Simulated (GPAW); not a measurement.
## Near-edge structure at the Si K edge of SiC (Moissanite 3C, F-43m)

How does the Si K edge of SiC (Moissanite 3C, F-43m) move when the bonds are compressed or stretched?

Main program and level: GPAW 26.7.0; X-ray absorption from dipole matrix elements to empty bands, plane-wave PAW PBE.

**1. The structure**

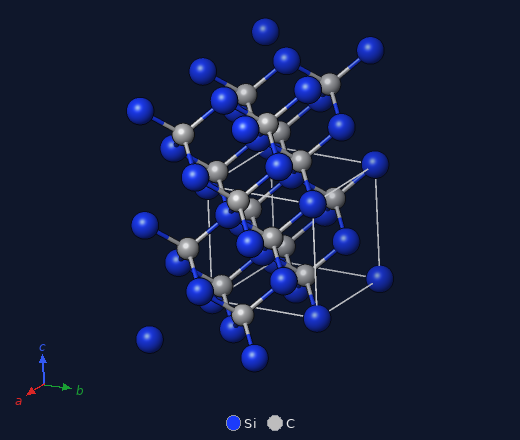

The starting structure, seen slightly off an axis (silicon blue, carbon light grey). 2×1×2 cells are drawn. This picture shows the conventional cell, with its axes. Bonds to atoms that aren't drawn are left out. Some periodic images of atoms are drawn too.

Structure file:

```
Si C
1.0
     0.00000    2.17900    2.17900
     2.17900    0.00000    2.17900
     2.17900    2.17900    0.00000
Si C
1 1
Direct
  0.00000 0.00000 0.00000
  0.75000 0.75000 0.75000
```

**2. The field without a hole**

The ground state comes first: it tells whether the system has a gap, which decides how the excited electron is treated.

Input file scf.py:

```python
import numpy as np
from ase import Atoms
from ase.parallel import parprint, paropen
from gpaw import GPAW, PW, FermiDirac, Mixer, MixerDif, setup_paths
from gpaw.test import gen
setup_paths.insert(0, '.')
gen('Si', name='nch1s', xcname='PBE', corehole=(1, 0, 0), write_xml=True)
from gpaw.mpi import world
world.barrier()

atoms = Atoms('SiC',
    cell=[[0, 2.179, 2.179],
     [2.179, 0, 2.179],
     [2.179, 2.179, 0]],
    scaled_positions=[[0, 0, 0],
     [0.75, 0.75, 0.75]],
    pbc=True)
atoms.calc = calc = GPAW(legacy_gpaw=True, mode=PW(430, force_complex_dtype=True), xc='PBE', setups={0: 'nch1s'},
    kpts={'size': (10, 10, 10), 'gamma': True}, occupations=FermiDirac(0.05),
    charge=0, mixer=Mixer(0.1, 5, 50), maxiter=150,
    convergence={'density': 0.0001, 'eigenstates': 1e-6}, txt='scf.txt')
energy = atoms.get_potential_energy() + calc.get_reference_energy()
ef = calc.get_fermi_level()
out = dict(energy=energy, fermi=ef, forces=atoms.get_forces().tolist())
parprint(f'all-electron energy {energy:.4f} eV, Fermi level {ef:.4f} eV')
ev = np.array([[calc.get_eigenvalues(k, s) for k in range(len(calc.get_ibz_k_points()))] for s in range(calc.get_number_of_spins())])
out['homo'], out['lumo'], out['counts'] = ev[ev < ef].max(), ev[ev > ef].min(), sorted(set((ev < ef).sum((0, 2)).tolist()))
out['filled'] = (ev[:, 0] < ef).sum(1).tolist()
import json
with paropen('out.json', 'w') as f:
    json.dump(out, f)
```

On the command line:

```
$ OMP_NUM_THREADS=1 mpirun -n 4 gpaw python scf.py
```

Numbers of over 12 decimals in the logs are rounded to 6 here.

Log:

```text
Input parameters:
  convergence: {density: 0.0001,
                eigenstates: 1e-06}
  kpts: {gamma: True,
         size: (10, 10, 10)}
  maxiter: 150
  mixer: {backend: pulay,
          beta: 0.1,
          method: separate,
          nmaxold: 5,
          weight: 50}
  mode: {ecut: 430.0,
         force_complex_dtype: True,
         name: pw}
  occupations: {fixmagmom: False,
                name: fermi-dirac,
                width: 0.05}
  setups: {0: nch1s}
  xc: PBE

Initialize ...

[... PAW data sets ...]

Reference energy: -8913.972609  # eV

Spin-paired calculation

[... convergence settings ...]
Symmetries present (total): 24
  [... symmetry matrices ...]

1000 k-points: 10 x 10 x 10 Monkhorst-Pack grid + [1/20,1/20,1/20]
47 k-points in the irreducible part of the Brillouin zone
       k-points in crystal coordinates                weights
   0:     0.00000000    0.00000000    0.00000000          1/1000
   1:     0.10000000    0.10000000    0.00000000          6/1000
   2:     0.10000000    0.10000000    0.10000000          8/1000
   3:     0.20000000    0.10000000    0.10000000         12/1000
   4:     0.20000000    0.20000000    0.00000000          6/1000
   5:     0.20000000    0.20000000    0.10000000         24/1000
   6:     0.20000000    0.20000000    0.20000000          8/1000
   7:     0.30000000    0.20000000    0.10000000         24/1000
   8:     0.30000000    0.20000000    0.20000000         24/1000
   9:     0.30000000    0.30000000    0.00000000          6/1000
          ...
  46:     0.50000000    0.50000000    0.50000000          4/1000

Wave functions: Plane wave expansion
  Cutoff energy: 430.000 eV
  Number of coefficients (min, max): 409, 444
  Pulay-stress correction: 0.000000 eV/Ang^3 (de/decut=0.000000)
  Using FFTW library
  Wavefunction extrapolation:
    Improved wavefunction reuse through dual PAW basis

Occupation numbers: Fermi-Dirac:
  width: 0.0500  # eV

Eigensolver
   Davidson(niter=2)

Densities:
  Coarse grid: 15*15*15 grid
  Fine grid: 30*30*30 grid
  Total Charge: 0.000000

Density mixing:
  Method: separate
  Backend: pulay
  Linear mixing parameter: 0.1
  old densities: 5
  Width of damping distribution: 1.1
  Damping of long wavelength oscillations: 50

[... Hamiltonian set-up ...]
Number of atoms: 2
Number of atomic orbitals: 8
Number of bands in calculation: 8
Number of valence electrons: 8
Bands to converge: occupied

... initialized

Initializing position-dependent things.

Density initialized from atomic densities
Creating initial wave functions:
  8 bands from LCAO basis set

                 C

       Si

Atomic positions and initial magnetic moments

Positions:
   0 Si     0.000000    0.000000    0.000000    ( 0.0000,  0.0000,  0.0000)
   1 C      3.268500    3.268500    3.268500    ( 0.0000,  0.0000,  0.0000)

Unit cell:
           periodic     x           y           z      points  spacing
  1. axis:    yes    0.000000    2.179000    2.179000    15     0.1677
  2. axis:    yes    2.179000    0.000000    2.179000    15     0.1677
  3. axis:    yes    2.179000    2.179000    0.000000    15     0.1677

  Lengths:   3.081571   3.081571   3.081571
  Angles:   60.000000  60.000000  60.000000

Effective grid spacing dv^(1/3) = 0.1830

iter:   1   -16.530173
iter:   2   -15.834066   -1.82  -0.57
iter:   3   -14.917995   -1.07  -0.66
iter:   4   -14.942424   -2.12  -1.14
iter:   5   -14.937158   -2.09  -1.44
iter:   6   -14.930463   -3.43  -1.71
iter:   7   -14.929991   -4.34  -2.25
iter:   8   -14.929980c  -5.14  -2.99
iter:   9   -14.929970c  -6.32c -3.17
iter:  10   -14.929969c  -6.46c -3.39
iter:  11   -14.929969c  -8.18c -4.07c

Converged after 11 iterations.

Dipole moment: (1.320900, 1.320900, 1.320900) |e|*Ang

Energy contributions relative to reference atoms: (reference = -8913.972609)

Kinetic:        +15.867481
Potential:      -13.278972
External:        +0.000000
XC:             -17.491394
Entropy (-ST):   -0.000000
Local:           -0.027084
SIC:             +0.000000
--------------------------
Free energy:    -14.929969
Extrapolated:   -14.929969

Showing only first 2 kpts
 Kpt  Band  Eigenvalues  Occupancy
  0     2      8.25544    2.00000
  0     3      8.25551    2.00000
  0     4     14.50163    0.00000
  0     5     15.55238    0.00000

  1     2      7.78066    2.00000
  1     3      7.78070    2.00000
  1     4     14.73474    0.00000
  1     5     15.29637    0.00000

Fermi level: 8.94644

Gap: 1.343 eV
Transition (v -> c):
  (s=0, k=0, n=3, [0.00, 0.00, 0.00]) -> (s=0, k=41, n=4, [0.50, 0.50, 0.00])
Direct/indirect transitions are different
Direct gap: 4.542 eV
Transition at: (s=0, k=41, n=3, [0.50, 0.50, 0.00])

Forces in eV/Ang:
  0 Si    0.00000   -0.00000    0.00000
  1 C    -0.00000    0.00000   -0.00000
Scalar-relativistic atomic PBE calculation for Si (Silicon, Z=14)
Core hole in 1s state (1s occupation: 2.0)
450 radial gridpoints.
|------------------------------------------------|
|------------------------------------------------|
[... the atom generator's iteration count ...]

Energy contributions:
-------------------------
Kinetic:     +290.505138
XC:           -20.648327
Potential:   -559.674629
-------------------------
Total:       -289.817817

state      eigenvalue         ekin         rmax
-----------------------------------------------
1s^2.0 :   -65.623113    92.786473        0.073
2s^2.0 :    -5.126087    13.134468        0.455
2p^6.0 :    -3.511732    12.248328        0.388
3s^2.0 :    -0.397334     1.579131        1.789
3p^2.0 :    -0.149969     1.007513        2.155
-----------------------------------------------
(units: Bohr and Hartree)

Generating PAW setup
Kinetic energy of the core from tauc = 285.948705
Cutoffs:
rc(s)=2.000
rc(p)=2.000
rc(d)=2.000
rc(vbar)=1.800
rc(comp)=2.000
rc(nct)=2.000

Kinetic energy of the core states: 285.331851
Charge: 0.0
Core electrons: 10.0
Valence electrons: 4.0
Pseudo-core charge: 0.181389
Shape function alpha=2.500
Pseudo-electron charge 4.411452
state    eigenvalue         norm
--------------------------------
3s(2) :    -0.397334     1.109262
*s    :     0.602666
3p(2) :    -0.149969     1.005769
*p    :     0.850031
*d    :     0.000000
--------------------------------

Diagonalizing with gridspacing h=0.050

state   all-electron     PAW
-------------------------------
3s:      -0.397334    -0.397486
3p:      -0.149969    -0.150100
*d:                    0.031888
*f:                    0.068154
-------------------------------
all-electron energy -8928.9026 eV, Fermi level 8.9464 eV
```

It took 3.6 s on 4 MPI ranks of Arm Neoverse V1, shared host; peak memory 0.15 GiB; 14 s of CPU time.

The mesh shows a gap of 1.34 eV, so the hole is first treated in a charged cell, without the excited electron.

**3. Supercell without a hole, the energy reference**

The photon energy needs a difference of total energies, so the cell and mesh of the coming hole run are first run without a hole.

scf.py, as its differences from that of step 2:

```diff
@@ -10,11 +10,25 @@
 
-atoms = Atoms('SiC',
-    cell=[[0, 2.179, 2.179],
-     [2.179, 0, 2.179],
-     [2.179, 2.179, 0]],
+atoms = Atoms('Si8C8',
+    cell=[[0, 4.358, 4.358],
+     [4.358, 0, 4.358],
+     [4.358, 4.358, 0]],
     scaled_positions=[[0, 0, 0],
-     [0.75, 0.75, 0.75]],
+     [0, 0, 0.5],
+     [0, 0.5, 0],
+     [0.5, 0, 0],
+     [0, 0.5, 0.5],
+     [0.5, 0, 0.5],
+     [0.5, 0.5, 0],
+     [0.5, 0.5, 0.5],
+     [0.375, 0.375, 0.375],
+     [0.375, 0.375, 0.875],
+     [0.375, 0.875, 0.375],
+     [0.875, 0.375, 0.375],
+     [0.375, 0.875, 0.875],
+     [0.875, 0.375, 0.875],
+     [0.875, 0.875, 0.375],
+     [0.875, 0.875, 0.875]],
     pbc=True)
 atoms.calc = calc = GPAW(legacy_gpaw=True, mode=PW(430, force_complex_dtype=True), xc='PBE', setups={0: 'nch1s'},
-    kpts={'size': (10, 10, 10), 'gamma': True}, occupations=FermiDirac(0.05),
+    kpts={'size': (4, 4, 4), 'gamma': True}, occupations=FermiDirac(0.02),
     charge=0, mixer=Mixer(0.1, 5, 50), maxiter=150,
```

Log:

```text
Input parameters:
  convergence: {density: 0.0001,
                eigenstates: 1e-06}
  kpts: {gamma: True,
         size: (4, 4, 4)}
  maxiter: 150
  mixer: {backend: pulay,
          beta: 0.1,
          method: separate,
          nmaxold: 5,
          weight: 50}
  mode: {ecut: 430.0,
         force_complex_dtype: True,
         name: pw}
  occupations: {fixmagmom: False,
                name: fermi-dirac,
[...]
--------------------------------
3s(2) :    -0.397334     1.109262
*s    :     0.602666
3p(2) :    -0.149969     1.005769
*p    :     0.850031
*d    :     0.000000
--------------------------------

Diagonalizing with gridspacing h=0.050

state   all-electron     PAW
-------------------------------
3s:      -0.397334    -0.397486
3p:      -0.149969    -0.150100
*d:                    0.031888
*f:                    0.068154
-------------------------------
all-electron energy -71431.2112 eV, Fermi level 8.9055 eV
[key lines of the parts left out:]
Converged after 13 iterations.
Dipole moment: (10.563289, 10.563289, 10.563289) |e|*Ang
Free energy:   -119.431987
Fermi level: 8.90549
```

Wall time 13 s (4 MPI ranks); peak memory 0.25 GiB; 51 s of CPU time.

Reference energy: -71431.211 eV with the cores included.

(Continued in part 2 of 4.)

[Banner, clock and machine lines of the logs are left out without a mark of their own.]

[Logs are printed without paths, hosts, clocks, repeated set-up lines and the standing remarks that a program may print on its own settings, such as how far it seeks lower states.]

[Hosts, paths, dates, database ids (printed as entryN), source tags and the programs' standing remarks are cut or masked in the printed files.]

[Lists of maxima count a maximum above −3 eV only where it reaches 4 % of the highest in the window and stands out from its surroundings by 2 % of it (1.5 % where it reaches 55 %); shoulders and weaker maxima are passed over, and of the rest the first, up to two pre-edge ones and the few strongest are named.]
